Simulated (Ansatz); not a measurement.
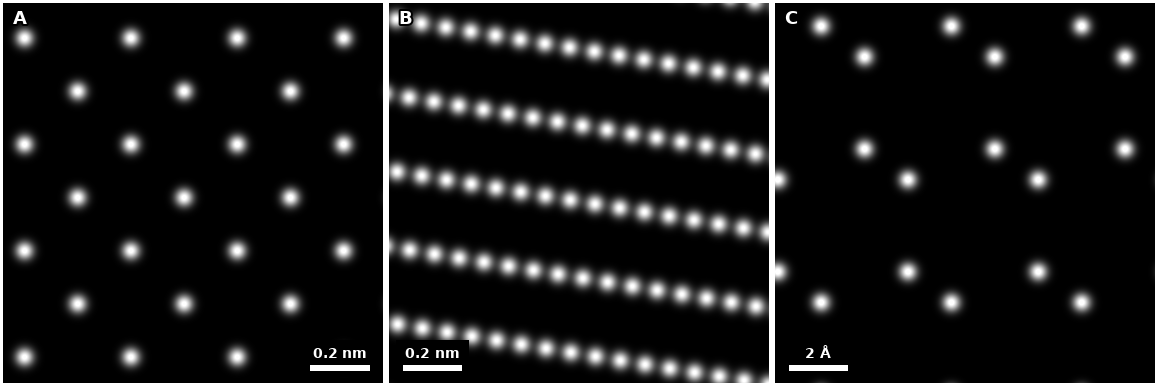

Three views of Tl (Fd-3m, No. 227) along different zone axes. The image is simulated as a sum over atoms of Z^1.6, blurred by a 0.50 Å probe (no channelling). Atomic positions: the geometry relaxed with DFT, revPBE, plane waves (420 eV) with PAW, scalar-relativistic (Ansatz); the starting structure was generated, so it need not be a known form of this composition.

```xyz
8
Lattice="7.2765 0.0000 0.0000 0.0000 7.2765 0.0000 0.0000 0.0000 7.2765" Properties=species:S:1:pos:R:3 pbc="T T T"
Tl    5.4574    5.4574    5.4574
Tl    0.0000    3.6383    0.0000
Tl    5.4574    1.8191    1.8191
Tl    0.0000    0.0000    3.6383
Tl    1.8191    5.4574    1.8191
Tl    3.6383    3.6383    3.6383
Tl    1.8191    1.8191    5.4574
Tl    3.6383    0.0000    0.0000
```

> Match the panels to the zone axes [001], [110] and [221].

A is [001]: projected cell 2.57 × 2.57 Å, 90°, plane group p4mm. B is [221]: projected cell 0.86 × 2.57 Å, 90°, plane group p2mm. C is [110]: projected cell 4.46 × 4.46 Å, 109°, plane group c2mm.
